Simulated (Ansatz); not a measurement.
**Sn: geometry relaxation (part 1 of 2)**

System: Sn (I4/mmm, 1 atom in the cell).
Method: DFT PBE+D3(BJ), scalar-relativistic, plane waves, PAW, no spin polarisation (Ansatz 0.2.0).

The structure derives from an entry of the Crystallography Open Database.

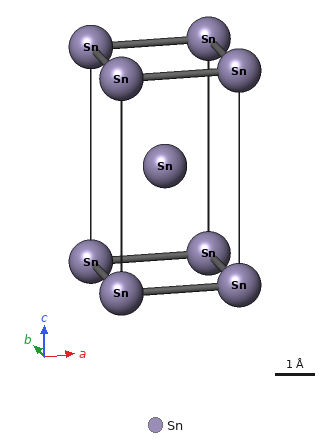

The structure as given in the input (ball-and-stick view of the cell 2 times as large as that of the calculation, set on its symmetry axes, seen slightly off an axis). An atom can appear more than once, as a periodic image. Near neighbours in the periodic cell (some may lie outside the picture): Sn has 4 Sn at 3.18 Å.

**Input**
```yaml
crystal:
  lattice:
    - [-1.59075, 1.59075, 2.91565]
    - [1.59075, -1.59075, 2.91565]
    - [1.59075, 1.59075, -2.91565]
  atoms:
    - { symbol: Sn, position: [0.0, 0.0, 0.0] }
basis:
  ecutwfc: 420
kpoints:
  mp_grid: { grid: [18, 18, 18] }
hamiltonian:
  xc: pbe
  dispersion: d3bj
scf:
  occupations: { method: gaussian, width: 0.1 }
output:
  forces: true
  stress: true
  eigenvalues: true
  write_density: true
  write_potential: true
  elf: true
  volumetric_format: npy
relax:
  adjacent_minimum: "off"
  f_tol: 0.005
  max_steps: 80
  cell: { stress_tol: 0.05 }
```

Hardware: 4 threads of Arm Neoverse V1, 24 GiB of memory available, shared host.

Launched with:
```bash
ansatz run input.yaml --threads 4 --pin off --max-ram 10240MiB --backend cpu --events-out ev --progress --plain --runs-dir out
```

**Log**
```
Engine: ansatz 0.2.0, aarch64-unknown-linux-gnu
Pseudopotentials: kind: paw
Pseudopotential: Sn, paw, valence charge 14, recommended cutoff 420 eV (normal), Sn.paw.azcp
Functional definition: PBE
  parameter kappa = 0.804
  parameter beta = 0.06672455060314922
  exchange = pbe_x(kappa = kappa, mu = beta*pi^2/3)
  correlation = pbe_c(beta = beta)
Crystal: 1 atoms, lattice volume = 29.512 Å³
Basis set: ecut = 420 eV, 581 PW (Γ), exchange–correlation on 50×50×50 points (8 copies of the dense FFT grid, shifted against one another)
Bands: 11, of which v1, the nominal top of the filled ones, is band 7 counted from 1 (6 counted from 0)
Symmetry: 16 space group operations
Space group: I4/mmm (ITA 139), of the structure as read, at distance tolerance 3.1e-5 Å
k-points: 480 of 5832
Non-local potential: Sn, projectors of the file, l = 0: 2, l = 1: 2, l = 2: 2, l = 3: 2
PAW form: soft (Blöchl's): semilocal exchange-correlation on the pseudo side does not see the compensation charge
PAW one-centre angular grid: Sn, 590 points (default); XC on 64 Gauss nodes
Initial density: superposition of atomic densities (neutral atoms: chi_scale 0, normalization atom), corrected by the library's trained network
Initial wavefunctions: pseudopotential atomic-orbital guess
Functional: x = pbe(κ = 0.804, μ = 0.2195149727645171), c = pbe(β = 0.06672455060314922)
SCF iter   1: F=—  HF=-6024.464991 eV  |F-HF|=—  |Δ(HF+E_count)|=         —  Δρ=8.62e-4  dr2=1.59e-4  ethr=1.77e-3  ⟨swp⟩=5.0  Hψ=31122  notcnv=0
preconditioner: auto → Kerker (q_TF=auto, 2.409 Å⁻¹)  [metal: Δε(μ)=0.012 eV  Ē_g=22.823 eV  σ=0.100 eV  W_gap=0.07  n_scr=10 (ndim 8)  ℏωp=25.6 eV  f_vac=0.000  D(μ)=0.59/eV (n_scr^D=0)]
SCF iter   2: F=—  HF=-6024.464496 eV  |F-HF|=—  |Δ(HF+E_count)|=   4.95e-4  Δρ=5.54e-4  dr2=6.91e-5  ethr=1.14e-6  ⟨swp⟩=2.2  Hψ=12163  notcnv=0
SCF iter   3: F=—  HF=-6024.464532 eV  |F-HF|=—  |Δ(HF+E_count)|=   3.63e-5  Δρ=2.24e-4  dr2=1.21e-5  ethr=4.94e-7  ⟨swp⟩=3.0  Hψ=8544  notcnv=0
SCF iter   4: F=—  HF=-6024.464540 eV  |F-HF|=—  |Δ(HF+E_count)|=   7.92e-6  Δρ=5.56e-5  dr2=6.09e-7  ethr=8.63e-8  ⟨swp⟩=2.0  Hψ=6151  notcnv=0
iter 5 did not close the SCF: its close was put off for the readings that it lacked (scf_convergence_deferred on its scf_iter line)
SCF iter   5: F=-6024.464540 eV  HF=-6024.464540 eV  |F-HF|=1.12e-9  |Δ(HF+E_count)|=   4.36e-7  Δρ=8.11e-6  dr2=1.47e-8  ethr=4.35e-9  ⟨swp⟩=2.0  Hψ=8544  notcnv=0
SCF iter   6: F=-6024.464540 eV  HF=-6024.464540 eV  |F-HF|=1.22e-10  |Δ(HF+E_count)|=   6.00e-9  Δρ=9.98e-7  dr2=2.84e-10  ethr=1.05e-10  ⟨swp⟩=6.0  Hψ=27992  notcnv=0
SCF 1 converged in 6 iterations: F = -6024.464540 eV  dr2 = 2.84e-10
  greatest PAW one-centre occupation: 0.991 electrons in one spin orbital (limit 2), on the Sn atom at site 0 (counted from 0), in its partial waves of l = 2
relax step   1: F+E_penalty+E_count = -6024.46453993 eV  Δ(F+E_penalty+E_count) = +0.000e0 eV  max|allowed force component| = 0.000e0 eV/Å  Δτ_max = 0.0000 Å  P = -3.534 GPa  Ω = 29.512 Å³  (6 SCF iters, dr2 threshold 1.00e-7 eV, accepted)
Crystal: 1 atoms, lattice volume = 27.173 Å³
Basis set: ecut = 420 eV, 525 PW (Γ), exchange–correlation on 50×50×50 points (8 copies of the dense FFT grid, shifted against one another)
Initial density: handed on by an earlier stage of this run
Initial wavefunctions: those handed on with the density
iter 1 solved again at ethr=1.43e-6 eV; its pass at ethr=3.10e-3 eV (dr2=2.00e-4 eV) is discarded
SCF iter   1: F=—  HF=-6024.505268 eV  |F-HF|=—  |Δ(HF+E_count)|=         —  Δρ=9.11e-4  dr2=2.29e-4  ethr=1.43e-6  ⟨swp⟩=2.1  Hψ=50712  notcnv=0
preconditioner: auto → Kerker (q_TF=auto, 2.443 Å⁻¹)  [metal: Δε(μ)=0.007 eV  Ē_g=23.172 eV  σ=0.100 eV  W_gap=0.04  n_scr=10 (ndim 8)  ℏωp=26.7 eV  f_vac=0.000  D(μ)=0.67/eV (n_scr^D=0)]
SCF iter   2: F=—  HF=-6024.505256 eV  |F-HF|=—  |Δ(HF+E_count)|=   1.28e-5  Δρ=6.17e-4  dr2=1.02e-4  ethr=1.43e-6  ⟨swp⟩=1.0  Hψ=5280  notcnv=0
SCF iter   3: F=—  HF=-6024.505250 eV  |F-HF|=—  |Δ(HF+E_count)|=   5.19e-6  Δρ=1.11e-4  dr2=4.18e-6  ethr=7.30e-7  ⟨swp⟩=1.6  Hψ=5964  notcnv=0
SCF iter   4: F=—  HF=-6024.505250 eV  |F-HF|=—  |Δ(HF+E_count)|=   2.92e-7  Δρ=3.51e-5  dr2=3.22e-7  ethr=2.99e-8  ⟨swp⟩=2.2  Hψ=8629  notcnv=0
SCF iter   5: F=-6024.505250 eV  HF=-6024.505250 eV  |F-HF|=1.06e-9  |Δ(HF+E_count)|=   8.73e-8  Δρ=6.16e-6  dr2=1.43e-8  ethr=7.14e-10  ⟨swp⟩=8.8  Hψ=34006  notcnv=0
SCF 2 converged in 5 iterations: F = -6024.505250 eV  dr2 = 1.43e-8
relax step   2: F+E_penalty+E_count = -6024.50525027 eV  Δ(F+E_penalty+E_count) = -4.071e-2 eV  max|allowed force component| = 0.000e0 eV/Å  Δτ_max = 0.0000 Å  P = -0.348 GPa  Ω = 27.173 Å³  energy of the carried Pulay correction = +4.028e-4 eV  (5 SCF iters, dr2 threshold 1.00e-7 eV, accepted)
Crystal: 1 atoms, lattice volume = 26.261 Å³
Basis set: ecut = 420 eV, 517 PW (Γ), exchange–correlation on 50×50×50 points (8 copies of the dense FFT grid, shifted against one another)
iter 1 solved again at ethr=5.20e-6 eV; its pass at ethr=3.10e-3 eV (dr2=7.29e-4 eV) is discarded
SCF iter   1: F=—  HF=-6024.523750 eV  |F-HF|=—  |Δ(HF+E_count)|=         —  Δρ=1.52e-3  dr2=7.96e-4  ethr=5.20e-6  ⟨swp⟩=2.4  Hψ=48935  notcnv=0
preconditioner: auto → Kerker (q_TF=auto, 2.457 Å⁻¹)  [metal: Δε(μ)=0.007 eV  Ē_g=23.306 eV  σ=0.100 eV  W_gap=0.04  n_scr=10 (ndim 8)  ℏωp=27.1 eV  f_vac=0.000  D(μ)=0.46/eV (n_scr^D=0)]
SCF iter   2: F=—  HF=-6024.523645 eV  |F-HF|=—  |Δ(HF+E_count)|=   1.05e-4  Δρ=1.03e-3  dr2=3.77e-4  ethr=5.20e-6  ⟨swp⟩=1.0  Hψ=5280  notcnv=0
SCF iter   3: F=—  HF=-6024.523554 eV  |F-HF|=—  |Δ(HF+E_count)|=   9.05e-5  Δρ=1.12e-4  dr2=2.95e-6  ethr=2.69e-6  ⟨swp⟩=1.5  Hψ=5610  notcnv=0
SCF iter   4: F=—  HF=-6024.523555 eV  |F-HF|=—  |Δ(HF+E_count)|=   5.56e-7  Δρ=4.52e-5  dr2=4.23e-7  ethr=2.11e-8  ⟨swp⟩=2.9  Hψ=8864  notcnv=0
SCF iter   5: F=-6024.523555 eV  HF=-6024.523555 eV  |F-HF|=6.55e-9  |Δ(HF+E_count)|=   2.02e-7  Δρ=8.68e-6  dr2=2.25e-8  ethr=7.14e-10  ⟨swp⟩=8.8  Hψ=35006  notcnv=0
SCF 3 converged in 5 iterations: F = -6024.523555 eV  dr2 = 2.25e-8
relax step   3: F+E_penalty+E_count = -6024.52355477 eV  Δ(F+E_penalty+E_count) = -1.830e-2 eV  max|allowed force component| = 0.000e0 eV/Å  Δτ_max = 0.0000 Å  P = +1.208 GPa  Ω = 26.261 Å³  energy of the carried Pulay correction = +5.608e-4 eV  (5 SCF iters, dr2 threshold 1.00e-7 eV, accepted)
Crystal: 1 atoms, lattice volume = 26.423 Å³
Basis set: ecut = 420 eV, 533 PW (Γ), exchange–correlation on 50×50×50 points (8 copies of the dense FFT grid, shifted against one another)
iter 1 solved again at ethr=3.55e-6 eV; its pass at ethr=3.10e-3 eV (dr2=4.97e-4 eV) is discarded
SCF iter   1: F=—  HF=-6024.531014 eV  |F-HF|=—  |Δ(HF+E_count)|=         —  Δρ=1.34e-3  dr2=5.55e-4  ethr=3.55e-6  ⟨swp⟩=2.0  Hψ=49136  notcnv=0
preconditioner: auto → none  [metal: Δε(μ)=0.030 eV  Ē_g=23.255 eV  σ=0.100 eV  W_gap=0.17  n_scr=8 (ndim 8)  ℏωp=27.0 eV  f_vac=0.000  D(μ)=0.52/eV (n_scr^D=0)]
SCF iter   2: F=—  HF=-6024.530921 eV  |F-HF|=—  |Δ(HF+E_count)|=   9.27e-5  Δρ=6.01e-4  dr2=9.64e-5  ethr=3.55e-6  ⟨swp⟩=1.0  Hψ=5280  notcnv=0
SCF iter   3: F=—  HF=-6024.530916 eV  |F-HF|=—  |Δ(HF+E_count)|=   4.80e-6  Δρ=5.97e-5  dr2=6.19e-7  ethr=6.88e-7  ⟨swp⟩=1.9  Hψ=5945  notcnv=0
SCF iter   4: F=-6024.530917 eV  HF=-6024.530917 eV  |F-HF|=4.71e-9  |Δ(HF+E_count)|=   4.51e-7  Δρ=2.31e-5  dr2=8.47e-8  ethr=7.14e-10  ⟨swp⟩=10.2  Hψ=40091  notcnv=0
SCF 4 converged in 4 iterations: F = -6024.530917 eV  dr2 = 8.47e-8
relax step   4: F+E_penalty+E_count = -6024.53091682 eV  Δ(F+E_penalty+E_count) = -7.362e-3 eV  max|allowed force component| = 0.000e0 eV/Å  Δτ_max = 0.0000 Å  P = +0.761 GPa  Ω = 26.423 Å³  energy of the carried Pulay correction = +5.217e-4 eV  (4 SCF iters, dr2 threshold 1.00e-7 eV, accepted)
Crystal: 1 atoms, lattice volume = 26.767 Å³
iter 1 solved again at ethr=2.18e-7 eV; its pass at ethr=3.10e-3 eV (dr2=3.05e-5 eV) is discarded
SCF iter   1: F=—  HF=-6024.532043 eV  |F-HF|=—  |Δ(HF+E_count)|=         —  Δρ=3.76e-4  dr2=3.67e-5  ethr=2.18e-7  ⟨swp⟩=2.9  Hψ=49181  notcnv=0
preconditioner: auto → none  [metal: Δε(μ)=0.016 eV  Ē_g=23.186 eV  σ=0.100 eV  W_gap=0.09  n_scr=8 (ndim 8)  ℏωp=26.9 eV  f_vac=0.000  D(μ)=0.57/eV (n_scr^D=0)]
SCF iter   2: F=—  HF=-6024.532041 eV  |F-HF|=—  |Δ(HF+E_count)|=   2.43e-6  Δρ=1.85e-4  dr2=7.02e-6  ethr=2.18e-7  ⟨swp⟩=1.3  Hψ=5865  notcnv=0
SCF iter   3: F=—  HF=-6024.532042 eV  |F-HF|=—  |Δ(HF+E_count)|=   1.00e-6  Δρ=2.32e-5  dr2=1.19e-7  ethr=5.02e-8  ⟨swp⟩=1.8  Hψ=6093  notcnv=0
SCF iter   4: F=-6024.532042 eV  HF=-6024.532042 eV  |F-HF|=1.81e-9  |Δ(HF+E_count)|=   6.69e-9  Δρ=6.64e-6  dr2=8.27e-9  ethr=7.14e-10  ⟨swp⟩=8.9  Hψ=38970  notcnv=0
SCF 5 converged in 4 iterations: F = -6024.532042 eV  dr2 = 8.27e-9
relax step   5: F+E_penalty+E_count = -6024.53204204 eV  Δ(F+E_penalty+E_count) = -1.125e-3 eV  max|allowed force component| = 0.000e0 eV/Å  Δτ_max = 0.0000 Å  P = +0.045 GPa  Ω = 26.767 Å³  energy of the carried Pulay correction = +4.556e-4 eV  (4 SCF iters, dr2 threshold 1.00e-7 eV, accepted)
Crystal: 1 atoms, lattice volume = 26.788 Å³
Basis set: ecut = 420 eV, 549 PW (Γ), exchange–correlation on 50×50×50 points (8 copies of the dense FFT grid, shifted against one another)
iter 1 solved again at ethr=1.66e-8 eV; its pass at ethr=3.10e-3 eV (dr2=2.32e-6 eV) is discarded
SCF iter   1: F=—  HF=-6024.532094 eV  |F-HF|=—  |Δ(HF+E_count)|=         —  Δρ=1.08e-4  dr2=3.28e-6  ethr=1.66e-8  ⟨swp⟩=3.0  Hψ=47288  notcnv=0
preconditioner: auto → none  [metal: Δε(μ)=0.012 eV  Ē_g=23.176 eV  σ=0.100 eV  W_gap=0.07  n_scr=8 (ndim 8)  ℏωp=26.8 eV  f_vac=0.000  D(μ)=0.59/eV (n_scr^D=0)]
SCF iter   2: F=—  HF=-6024.532094 eV  |F-HF|=—  |Δ(HF+E_count)|=   1.74e-7  Δρ=5.08e-5  dr2=6.30e-7  ethr=1.66e-8  ⟨swp⟩=1.0  Hψ=5285  notcnv=0
SCF iter   3: F=-6024.532094 eV  HF=-6024.532094 eV  |F-HF|=2.98e-10  |Δ(HF+E_count)|=   6.34e-8  Δρ=5.22e-6  dr2=4.96e-9  ethr=1.42e-10  ⟨swp⟩=6.5  Hψ=28133  notcnv=0
SCF 6 converged in 3 iterations: F = -6024.532094 eV  dr2 = 4.96e-9
relax step   6: F+E_penalty+E_count = -6024.53209437 eV  Δ(F+E_penalty+E_count) = -5.233e-5 eV  max|allowed force component| = 0.000e0 eV/Å  Δτ_max = 0.0000 Å  P = +0.004 GPa  Ω = 26.788 Å³  energy of the carried Pulay correction = +4.510e-4 eV  (3 SCF iters, dr2 threshold 1.99e-8 eV, accepted)
Crystal: 1 atoms, lattice volume = 26.790 Å³
iter 1 solved again at ethr=1.34e-8 eV; its pass at ethr=3.10e-3 eV (dr2=1.88e-6 eV) is discarded
```
